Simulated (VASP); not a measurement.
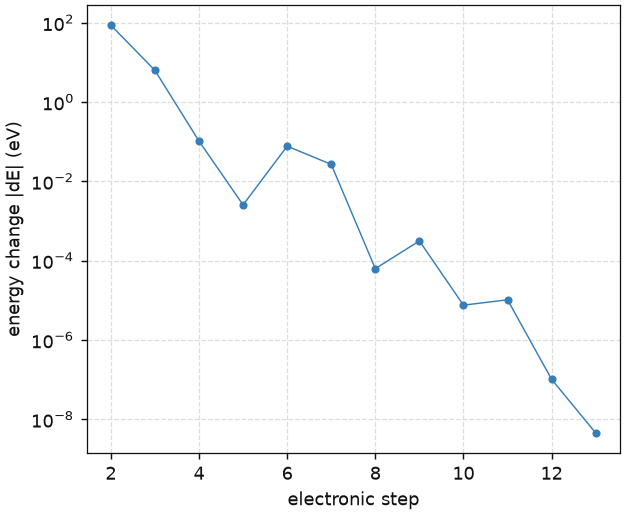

The plot shows the electronic steps of a calculation: energy change |dE|.

System: GaSb (F-43m, 2 atoms in the cell).
Method: VASP 6.6.1, DFT, PBEsol, plane waves, PAW; cutoff 600 eV, 6×6×6 k-mesh, Fermi–Dirac smearing of 0.02 eV.

**How did this run end?**

Converged, in 13 steps. The energy change falls unevenly and jumps up by a factor of two or more twice on the way down, most sharply at step 6 (by a factor of about 30). The jump at step 6 comes where the charge density, held fixed for the first 5 steps, starts to be updated.
